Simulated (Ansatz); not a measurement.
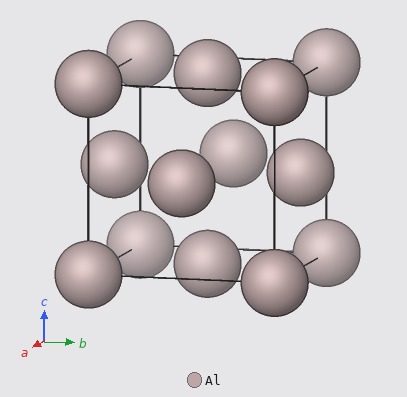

The structure above is drawn in spheres-only style and viewed slightly off an axis. Lines trace the edges of the conventional unit cell.

Al, face-centred cubic (Cu type), space group Fm-3m (No. 225), a = 4.041 Å, b = 4.041 Å, c = 4.041 Å, α = 90.00°, β = 90.00°, γ = 90.00°. Origin of the cell: a structure type filled with this element by a generator (whether the element takes this form wasn't checked). Earlier steps of the study may have refined or changed the cell and positions. It was run through Ansatz as a DFT input.

This one geometry was computed with Ansatz (DFT, plane waves, PAW) at three levels of theory: r2SCAN, PBEsol and PBE.

**Which level gives the highest pressure at this volume, and what does that say about its equilibrium volume?**

Highest: PBE (0.0 GPa), which points to the largest equilibrium volume. Lowest, with the smallest volume: r2SCAN (-3.0 GPa). Levels within 0.5 GPa of each other can't be told apart.

**How does the band gap change with the level of theory?**

All levels give a metal.

**Collect the results in a table.**

| level | cutoff (eV) | k-mesh of the run's cell | gap (eV) | pressure (GPa) |
| --- | --- | --- | --- | --- |
| r2SCAN | 500 | 28×28×28 | metal | -3.0 |
| PBEsol | 420 | 28×28×28 | metal | -1.5 |
| PBE | 420 | 28×28×28 | metal | 0.0 |

Gaps are taken on the k-mesh or band path of each run.
